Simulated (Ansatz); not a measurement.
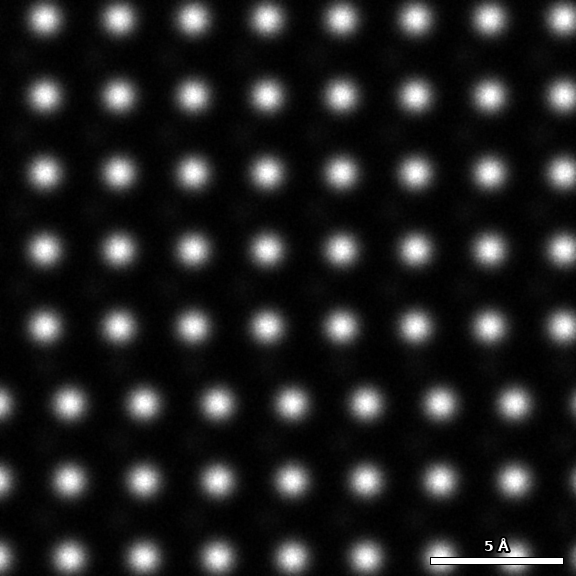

HAADF-like image of ZrC (P-6m2, No. 187) along [100]. Simulated incoherent Z contrast: every atom adds Z^1.7 spread by a probe of 0.90 Å full width; channelling and multiple scattering are left out. The probe carries 15 % of its weight in a tail 2.5 times as wide. Shot noise was added.

One planar defect was built into the perfect crystal by geometry alone, without relaxation. Host structure: coordinates from a relaxation with DFT PBE, scalar-relativistic, plane waves, PAW (Ansatz 0.2.0); the starting structure was generated, so it need not be a known form of this composition.

Where does the periodic pattern break, and how?

A planar fault (a stacking fault or antiphase boundary) runs horizontally about 13 Å below the top edge. The part above it is shifted along the boundary by 2/3 of the 2.83 Å repeat of the rows (1.9 Å to the right, the same as 0.9 Å to the left); both parts keep the same orientation.
